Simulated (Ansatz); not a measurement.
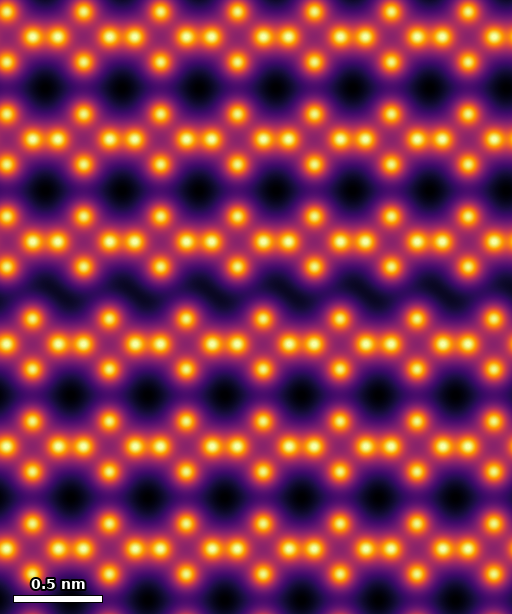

iDPC-like image of Mg (P6/mmm, No. 191) along [100]. Simulated as the projected potential of neutral atoms (B = 0.5 Å²) blurred by a 0.70 Å probe, the thin-sample limit of integrated differential phase contrast. The display is stretched by a gamma of 0.65; percentages refer to the linear signal.

One planar defect was built into the perfect crystal by geometry alone, without relaxation. Host structure: coordinates from a relaxation with DFT PBE, scalar-relativistic, plane waves, PAW (Ansatz 0.2.0); the starting structure was generated, so it need not be a known form of this composition.

### Where does the periodic pattern break, and how?

A planar fault (a stacking fault) runs horizontally about 17 Å below the top edge. The part above it is shifted along the boundary by 2/3 of the 4.37 Å repeat of the rows (2.9 Å to the right, the same as 1.5 Å to the left); both parts keep the same orientation.
